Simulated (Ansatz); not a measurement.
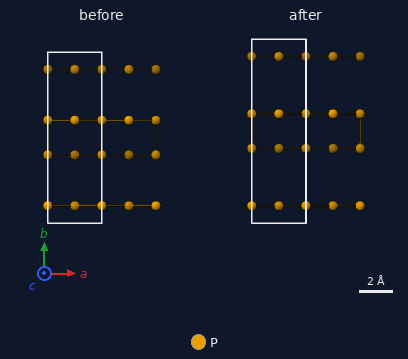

The structure of a crystal of P (built on the black type) (coarse preliminary run) before (left) and after (right) a relaxation, at one scale.

The picture is a ball-and-stick view of the conventional cell (2 times the calculation's cell), repeated 2 × 1 × 1 with one cell outlined, seen along the c axis. Lengths and directions refer to the drawn axes.

Method: DFT PBE, scalar-relativistic, plane waves, PAW in Ansatz. Settings: plane-wave cutoff 600 eV; k-point mesh 6 × 6 × 4; occupations gaussian; smearing width 0.05 eV; no spin polarisation; cell and atoms relaxed; force threshold 0.03 eV/Å; at most 60 steps.

### What changed between the two?

The largest moves relative to the cell, 0.089 Å, are those of P atoms. The volume changes by +11.9 %, with a 3.314 → 3.320 Å (+0.2 %), b 10.478 → 11.271 Å (+7.6 %), c 4.376 → 4.541 Å (+3.8 %). Near-neighbour distances that change, for instance: P–P 2.244 → 2.259 Å, P–P 2.224 → 2.231 Å. The space group stays Cmce (No. 64). Over 4 accepted moves (5 points after the start) the energy falls by 9.2 meV per atom. Largest force component: 0.1 eV/Å at the start, 0.015 eV/Å at the end. The pressure goes from 2.28 to 0.08 GPa. At 1 point the geometry stayed and the basis and grid were re-selected for the new cell (energy shift of 0.1 meV per atom at most each time).
